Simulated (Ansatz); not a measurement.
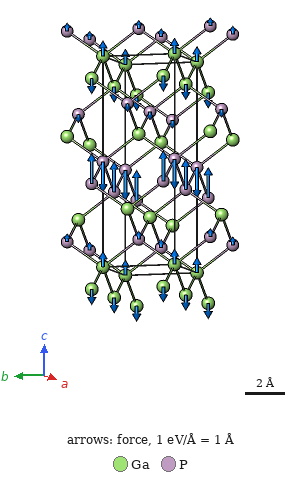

Starting geometry of an interface cell of composition GaP with the computed forces as blue arrows. A ball-and-stick model of the cell of the calculation, seen from a free direction.

Case: antiphase boundary on (0 0 1), species swapped.

Computed with DFT PBE, scalar-relativistic, plane waves, PAW in Ansatz.

The input:
```yaml
crystal:
  lattice:
    - [3.892674892, 0.0, 0.0]
    - [0.0, 3.892674892, 0.0]
    - [0.0, 0.0, 11.0101472524]
  atoms:
    - { symbol: Ga, position: [0.0, 0.0, 0.0] }
    - { symbol: Ga, position: [0.5, 0.5, 0.25] }
    - { symbol: P, position: [0.0, 0.5, 0.125] }
    - { symbol: P, position: [0.5, 0.0, 0.375] }
    - { symbol: P, position: [0.0, 0.0, 0.5] }
    - { symbol: P, position: [0.5, 0.5, 0.75] }
    - { symbol: Ga, position: [0.0, 0.5, 0.625] }
    - { symbol: Ga, position: [0.5, 0.0, 0.875] }
basis:
  ecutwfc: 420
kpoints:
  mp_grid: { grid: [8, 8, 3] }
hamiltonian:
  xc: pbe
scf:
  occupations: { method: gaussian, width: 0.05 }
output:
  forces: true
  stress: true
  eigenvalues: true
  populations: true
relax:
  adjacent_minimum: "off"
  f_tol: 0.02
  max_steps: 45
  cell: { fix: [a, b, alpha, beta, gamma], stress_tol: 0.1 }
```

Launched with:
```bash
ansatz run input.yaml --threads 2 --pin off --max-ram 5120MiB --backend cpu --events-out ev --progress --plain --runs-dir out
```

**Is this structure relaxed? If not, where do the atoms go?**

It isn't relaxed: the largest force vector, on P atoms, is 1.62 eV/Å. The final displacements follow the starting forces only in part (cosine between the two patterns 0.73). After 4 accepted moves (5 points after the start) the energy has fallen by 0.436 eV per cell of the calculation. Largest force component: 1.6 eV/Å at the start, 0.00082 eV/Å at the end. Pressure: 1.52 GPa at the start and 0.78 GPa at the end. At 1 point the geometry stayed and the basis and grid were re-selected for the new cell (energy shift of 0.3 meV per cell of the calculation at most each time). The largest moves relative to the cell, 0.15 Å, are those of P3 and P6. P3 goes along +c. By element the largest moves are P 0.15 Å, Ga 0.13 Å. Cell: a = b unchanged at 3.893 Å, c 11.010 → 11.088 Å (+0.7 %). Volume +0.7 %. Near-neighbour distances that change, for instance: Ga1–Ga8 2.384 → 2.546 Å, P4–P5 2.384 → 2.231 Å, Ga1–P3 2.384 → 2.403 Å, Ga2–P3 2.384 → 2.374 Å. Among the angles between lasting bonds that change: P4–P5–P4 109.5° → 121.5°, Ga8–Ga1–Ga8 109.5° → 99.7°, P4–P5–Ga7 109.5° → 106.7°. The run took 41 s on 2 threads of Intel(R) Xeon(R) 6975P-C (Granite Rapids), with other jobs on the host, peak memory 0.66 GiB.
